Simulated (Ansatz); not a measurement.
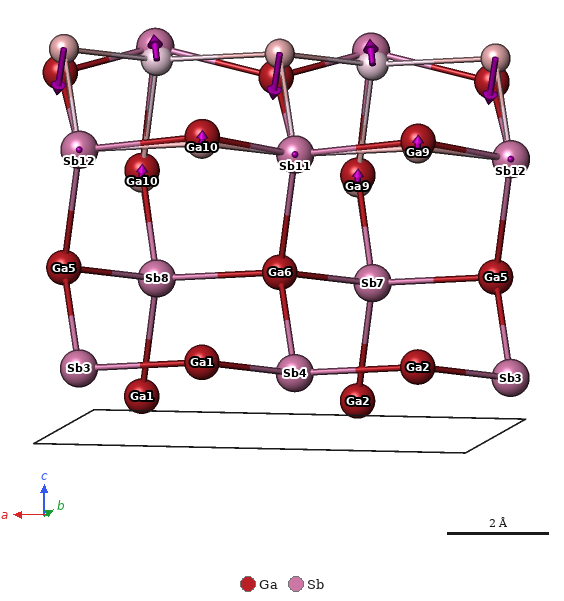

This is a constrained relaxation of a slab of composition GaSb (cut from the F-43m phase). The starting structure is drawn faded, the final one solid; purple arrows show the displacements, 2 times their true length.

Style: ball-and-stick. Shown: the cell of the calculation, outlined in the plane, without the vacuum (origin shifted), from a free direction.

Case: clean slab, lower planes held. The slab is the (1 1 0) face of GaSb. 8 atoms are held fixed.

Method: Ansatz, DFT PBE, scalar-relativistic, plane waves, PAW. Settings: plane-wave cutoff 420 eV; k-point mesh 2 × 3 × 1; occupations gaussian; smearing width 0.1 eV; no spin polarisation; dipole correction; atoms relaxed in a fixed cell; force threshold 0.03 eV/Å; at most 70 steps.

Atoms of which element are displaced furthest, and by how much?

Gallium: up to 0.57 Å, against 0.31 Å for antimony.

Describe the change and its energy.

The largest moves, 0.57 Å, are those of Ga atoms. By element the largest moves are Ga 0.57 Å, Sb 0.31 Å. The lattice vectors keep their values. Near-neighbour distances that change, for instance: Ga–Sb 2.691 → 2.785 Å, Ga–Sb 2.691 → 2.650 Å, Ga–Sb 2.691 → 2.714 Å. Among the angles between lasting bonds that change: Ga–Sb–Ga 109.5° → 91.3°, Sb–Ga–Sb 109.5° → 123.3°, Ga–Sb–Ga 109.5° → 95.9°. After 4 geometry steps the energy has fallen by 0.893 eV per cell of the calculation. The largest force component goes from 0.86 to 0.0093 eV/Å.
